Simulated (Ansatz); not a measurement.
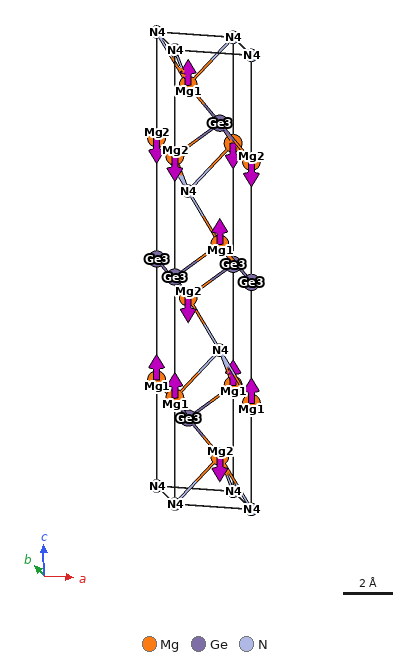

A relaxation of a crystal of Mg2GeN (a generated structure, set up in R-3m) (coarse preliminary run). The starting structure is drawn; purple arrows show the displacements (the part carried along by the change of the cell is left out), at their true length.

The picture is a ball-and-stick view of the conventional cell (3 times the calculation's cell), seen slightly off an axis. Lengths and directions refer to the drawn axes.

These are results of DFT PBE, scalar-relativistic, plane waves, PAW (Ansatz), not measurements. (plane-wave cutoff 420 eV; k-point mesh 6 × 6 × 6; occupations gaussian; smearing width 0.1 eV; no spin polarisation; cell and atoms relaxed; force threshold 0.04 eV/Å; at most 70 steps)

What did the optimiser do to the structure, and how much energy did it gain?

The largest moves relative to the cell, 1.11 Å, are those of Mg1 and Mg2. Mg2 goes along −c. N and Ge stay in place. Cell: a = b 3.269 → 3.160 Å (−3.3 %), c 19.087 → 21.611 Å (+13.2 %). Volume +5.8 %. Some distances before and after: Mg1–Mg2 4.249 → 2.779 Å, Mg1–Ge3 2.279 → 3.139 Å, Mg1–N4 2.681 → 2.104 Å. Bond angles that change, for instance: Mg1–Ge3–Mg1 91.6° → 60.5°, Mg1–Ge3–Mg2 88.4° → 119.5°, Ge3–Mg1–Ge3 91.6° → 60.5°. The space group stays R-3m (No. 166). The energy falls by 7.656 eV per cell of the calculation in 9 accepted moves (11 points after the start). Largest force component: 7.4 eV/Å at the start, 0.00059 eV/Å at the end. Pressure: 27.61 GPa at the start and 0.04 GPa at the end. The SCF was repeated twice at an unchanged geometry on a basis and grid sized afresh for the cell, which shifted the energy by 16.2 meV per cell of the calculation at most. The run took 35 s on 1 thread of Intel(R) Xeon(R) Processor @ 2.70GHz, with other jobs on the host, peak memory 0.39 GiB.
